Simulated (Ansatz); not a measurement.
The cell of SnO$_{2}$ in space group R-3m. The cell is taken from the input geometry of an electronic-structure calculation (not necessarily at equilibrium).

```cif
data_structure
_symmetry_space_group_name_H-M 'P 1'
_symmetry_Int_Tables_number 1
_cell_length_a 3.2342
_cell_length_b 3.2342
_cell_length_c 14.4018
_cell_angle_alpha 90.000
_cell_angle_beta 90.000
_cell_angle_gamma 120.000
_cell_volume 130.46
loop_
_atom_site_label
_atom_site_type_symbol
_atom_site_fract_x
_atom_site_fract_y
_atom_site_fract_z
_atom_site_occupancy
Sn1 Sn 0.66667 0.33333 0.83333 1
O1 O 0.33333 0.66667 0.90384 1
O2 O 0.00000 0.00000 0.76283 1
Sn2 Sn 0.33333 0.66667 0.16667 1
O3 O 0.00000 0.00000 0.23717 1
O4 O 0.66667 0.33333 0.09616 1
Sn3 Sn 0.00000 0.00000 0.50000 1
O5 O 0.66667 0.33333 0.57050 1
O6 O 0.33333 0.66667 0.42950 1
```

Q: Take as void every point where the procrystal density (the sum of the densities of spherically averaged neutral Hartree-Fock atoms) is below 0.007 e/bohr³. From Rb on the atoms have core potentials, so only their outer electrons count. What do the voids look like?

A: The voids take about 15 % of the cell (20 Å³ of 130.5 Å³) and are bounded by about 63 Å² of surface per cell. Where they connect, they form a two-dimensional network in layers parallel to (001).

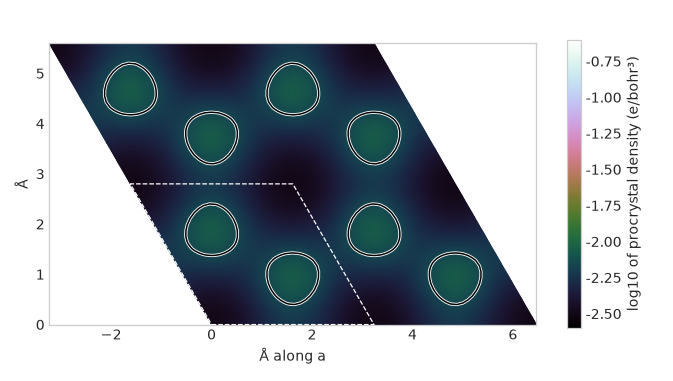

The procrystal density on the section z = 0.000 (parallel to a and b; the dashed line is one cell); the black line bounds the voids.
